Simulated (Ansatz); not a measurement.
Consider this structure.

```
CELL_PARAMETERS angstrom
3.61533 0.00000 0.00000
-1.80767 3.13097 0.00000
0.00000 0.00000 5.98452
ATOMIC_POSITIONS crystal
Hf 0.00000 0.00000 0.00000
S 0.66667 0.33333 0.75620
S 0.33333 0.66667 0.24380
```

Q: What crystal do these data define?

A: The solid is HfS₂. Space group P-3m1 (No. 164), lattice primitive hexagonal. Prototype: cadmium iodide (CdI₂, 1T) type. The cell comprises 1 formula unit: 1 Hf, 2 S. The polyhedra are HfS6 octahedra; they share edges. The neighbours of Hf are six S in an octahedral arrangement at 2.55 Å. The coordination shell of S holds three Hf in a trigonal pyramidal arrangement at 2.55 Å. Not all metal-metal contacts are counted. The bonds build HfS2 layers parallel to (001).

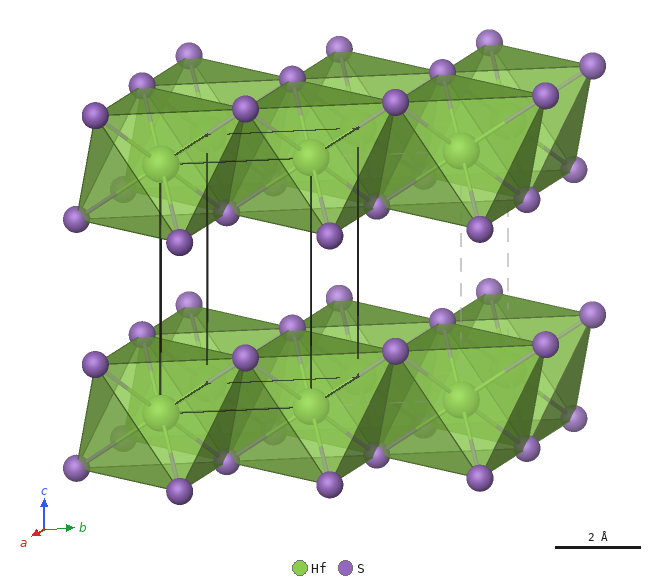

The image is a polyhedral drawing of a crystal, viewed slightly off an axis. A block of 1×2×1 cells is shown, with one conventional unit cell in solid outline. Some atoms of the next cells are drawn as well.

Its origin is a structure listed in the Materials Project. Earlier steps of the study may have refined or changed the cell and positions. It was set up as input for a calculation with Ansatz.
